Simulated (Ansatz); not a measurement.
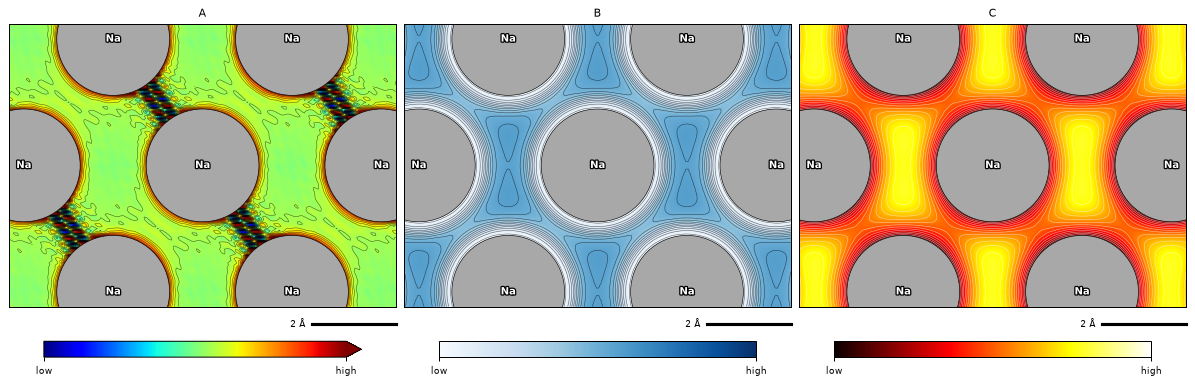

Na: 3 fields on the (011̄) plane of the conventional cell, with unlabelled colour scales. Grey discs cover the atomic cores.

Space group Im-3m; computed without spin polarisation.

These are results of DFT, r2SCAN, PAW with Ansatz's default frozen-core files, scalar-relativistic; relaxation of cell and atoms in Ansatz, not measurements.

```xyz
2
Lattice="4.2267 0.0000 0.0000 0.0000 4.2267 0.0000 0.0000 0.0000 4.2267" Properties=species:S:1:pos:R:3 pbc="T T T"
Na    0.0000    0.0000    0.0000
Na    2.1133    2.1133    2.1133
```

Q: Which field does each panel show? The fields are: electron localisation function, electrostatic potential energy of an electron and valence pseudo-density.

A: Panel A: valence pseudo-density. Panel B: electron localisation function. Panel C: electrostatic potential energy of an electron (low next to the atoms, rising into the space between them). From the grid: Na–Na (3.66 Å): the density is about 0.03 e/Å³ at the midpoint; the ELF is about 0.45 at the midpoint.
